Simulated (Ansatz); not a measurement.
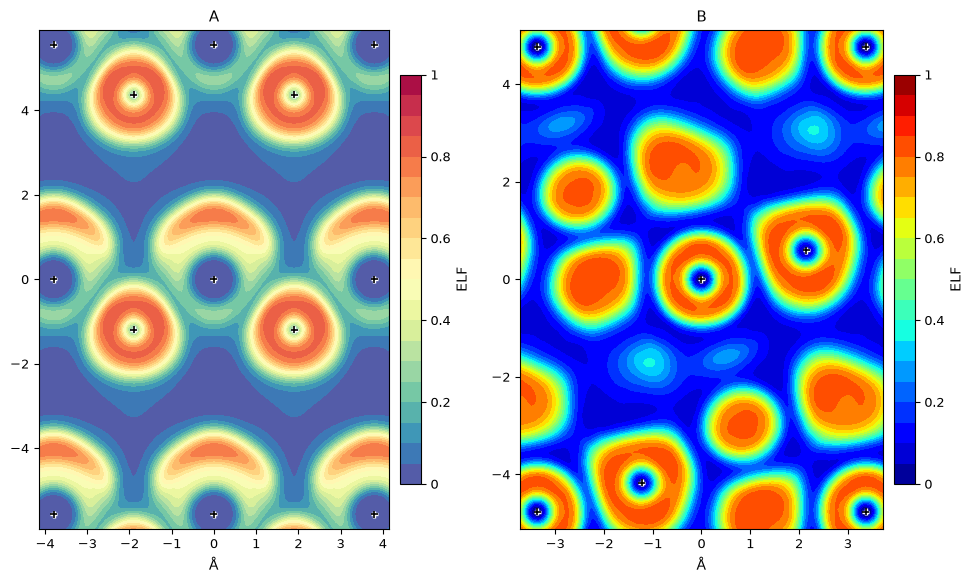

The ELF of 2 systems, each on a plane through atoms (crosses mark nuclei in the plane).

Level of theory: DFT, LDA, plane-wave PAW, default files, scalar-relativistic in Ansatz.

System 1: Zr$_{3}$N$_{4}$, the (110) plane of the conventional cell. Space group I-43d; computed pressure about −9 GPa in this cell.

```cif
data_structure
_symmetry_space_group_name_H-M 'P 1'
_symmetry_Int_Tables_number 1
_cell_length_a 6.7400
_cell_length_b 6.7400
_cell_length_c 6.7400
_cell_angle_alpha 90.000
_cell_angle_beta 90.000
_cell_angle_gamma 90.000
_cell_volume 306.18
loop_
_atom_site_label
_atom_site_type_symbol
_atom_site_fract_x
_atom_site_fract_y
_atom_site_fract_z
_atom_site_occupancy
Zr1 Zr 0.37500 0.00000 0.25000 1
Zr2 Zr 0.87500 0.50000 0.75000 1
Zr3 Zr 0.25000 0.37500 0.00000 1
Zr4 Zr 0.75000 0.87500 0.50000 1
Zr5 Zr 0.12500 0.00000 0.75000 1
Zr6 Zr 0.62500 0.50000 0.25000 1
Zr7 Zr 0.75000 0.12500 0.00000 1
Zr8 Zr 0.25000 0.62500 0.50000 1
Zr9 Zr 0.00000 0.25000 0.37500 1
Zr10 Zr 0.50000 0.75000 0.87500 1
Zr11 Zr 0.00000 0.75000 0.12500 1
Zr12 Zr 0.50000 0.25000 0.62500 1
N1 N 0.06871 0.06871 0.06871 1
N2 N 0.56871 0.56871 0.56871 1
N3 N 0.31871 0.68129 0.18129 1
N4 N 0.81871 0.18129 0.68129 1
N5 N 0.93129 0.43129 0.06871 1
N6 N 0.43129 0.93129 0.56871 1
N7 N 0.18129 0.31871 0.68129 1
N8 N 0.68129 0.81871 0.18129 1
N9 N 0.06871 0.93129 0.43129 1
N10 N 0.56871 0.43129 0.93129 1
N11 N 0.31871 0.31871 0.31871 1
N12 N 0.81871 0.81871 0.81871 1
N13 N 0.43129 0.06871 0.93129 1
N14 N 0.93129 0.56871 0.43129 1
N15 N 0.68129 0.18129 0.31871 1
N16 N 0.18129 0.68129 0.81871 1
```

System 2: SnO, the (100) plane of the calculation cell. Space group Cmme; not relaxed (largest force 0.7 eV/Å); computed pressure about −4 GPa in this cell.

Which map belongs to which system?

Panel A is system 2, SnO: the plane holds Sn and O. Sn–O (2.24 Å): the ELF peaks at about 0.85 in the valence shell of O, 0.6 Å from its nucleus, and is about 0.20 at the midpoint; no shared electron pair shows on this line. Panel B is system 1, Zr$_{3}$N$_{4}$: the plane holds Zr and N. Zr–N (2.23 Å): the ELF peaks at about 0.80 in the valence shell of N, 0.7 Å from its nucleus, and drops to about 0.20 between the two atoms: no localised pair shows between them.
